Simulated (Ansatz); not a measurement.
NaCl (Fm-3m): refractive index against wavelength

The refractive index of NaCl (Fm-3m) below the direct gap (5.15 eV on the mesh) is read from one computed spectrum, n = √(Re ε).

Cell: a, b, c = 3.974, 3.974, 3.974 Å (primitive vectors), 2 atoms.

Method: Ansatz 0.2.0, PBE, independent particles, k-mesh 10×10×10 with interpolation inside its cells, Gaussian parameter 0.15 eV.

Launch of the response step: `ansatz run input.yaml --threads 4 --pin off --max-ram 8192MiB --backend cpu --events-out ev --progress --plain --runs-dir out`. The run took 4 s, on 4 threads of Arm Neoverse V1, with other jobs on the host.

```
wavelength (nm)  photon energy E (eV)       n
            850                 1.459  1.6740
            700                 1.771  1.6804
            633                 1.959  1.6850
            532                 2.331  1.6956
            450                 2.755  1.7109
            405                 3.061       ?
            365                 3.397  1.7420
```

In the single-oscillator model n² − 1 = E₀E_d/(E₀² − E²), so 1/(n² − 1) = E₀/E_d − E²/(E₀E_d) is linear in E².

Working, on the rows shown:

| x = E² (eV²) | y = 1/(n² − 1) |
| --- | --- |
| 2.12762 | 0.554854 |
| 3.13716 | 0.548323 |
| 3.83641 | 0.543707 |
| 5.43137 | 0.533316 |
| 7.59115 | 0.518893 |
| 11.5384 | 0.491506 |

Means: x̄ = 5.6104, ȳ = 0.53177. Σ(x − x̄)(y − ȳ) = -0.407, Σ(x − x̄)² = 60.49. Slope = -0.407 / 60.49 = -0.006728; intercept = ȳ − slope · x̄ = 0.56951. Turned back into n, the line misses the rows shown by at most 0.00049.

Task: What does the fit predict for the withheld row, and how well does it do?

Result: At x = 9.3718 the line gives y = 0.50646, that is 1.7247. The run gave 1.7244, so the interpolation is off by 0.00027, 0.4 % of the range in the table.

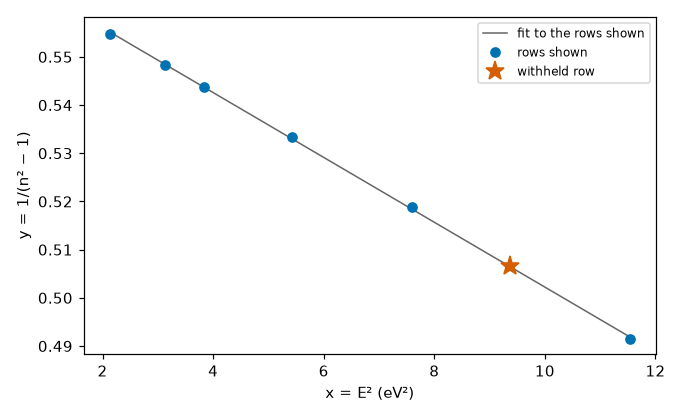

Refitted with all rows, the slope is -0.006717 and the intercept 0.56948. These give E₀ = √(intercept/−slope) = 9.21 eV and E_d = E₀/intercept = 16.2 eV; E₀ is 1.8 times the direct gap. The electronic limit at long wavelengths, without lattice vibrations, is n = √(1 + 1/intercept) = 1.660. The cell comes from an older database entry, whose edges can be off by a per cent or so. Excitons are left out and so are local fields; PBE gaps are as a rule too small.

[Logs are printed without paths, hosts, clocks, repeated set-up lines and the standing remarks that a program may print on its own settings, such as how far it seeks lower states.]
